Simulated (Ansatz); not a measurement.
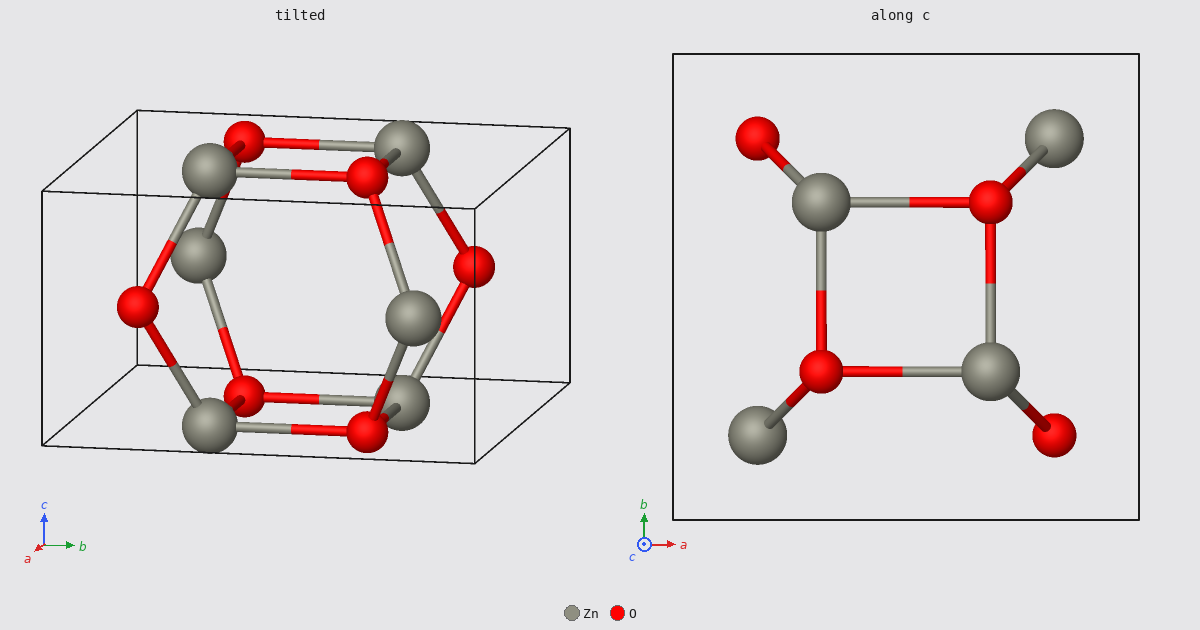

We look at a ball-and-stick model of the crystal slightly off an axis and along the c axis. The conventional unit cell is drawn as a box. Cell: a = 5.61 Å, b = 5.61 Å, c = 3.28 Å, α = 90.00°, β = 90.00°, γ = 90.00°.

It goes back to a structure listed in the Materials Project. Earlier steps of the study, as a rule a relaxation of our own, may have changed the cell and positions, so they can lie some per cent off the listed ones. It was run through Ansatz as a DFT input.

### What structure is drawn here?

The structure is one of ZnO. Its lattice is primitive tetragonal, its space group P4_2/mnm (No. 136). Counting shared atoms by their share gives 4 Zn, 4 O, or 8 atoms. The neighbours of Zn are four O in a distorted tetrahedral arrangement at about 2.0 Å. The neighbours of O are four Zn in a distorted tetrahedral arrangement at about 2.0 Å. The bonds build a three-dimensional framework.

Method: DFT PBE, scalar-relativistic, plane waves, PAW (Ansatz); a cutoff energy of 420 eV, a 6×6×8 mesh of k-points, Gaussian smearing of 0.02 eV, no spin polarisation.

### Does it come out as a metal, or with a gap?

A semiconductor at this level, with a gap of 0.76 eV, direct.

### Predict the Bader charges.

Zn +1.22 e; O -1.22 e.

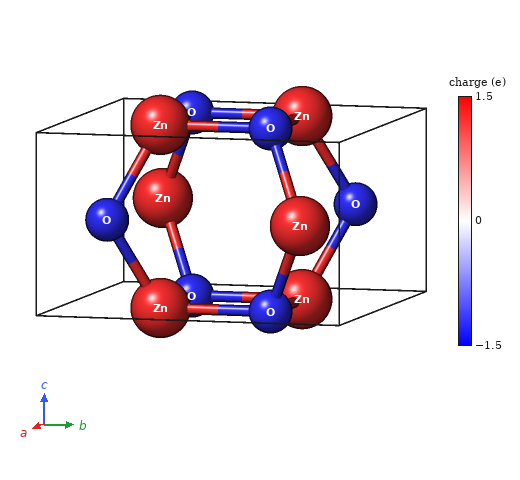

The atoms coloured by those charges. The run's cell of 8 atoms is drawn.

### Does this geometry sit at a stationary point of the energy?

Yes. The largest force is 0.01 eV/Å. The pressure is 0.0 GPa, close to zero.
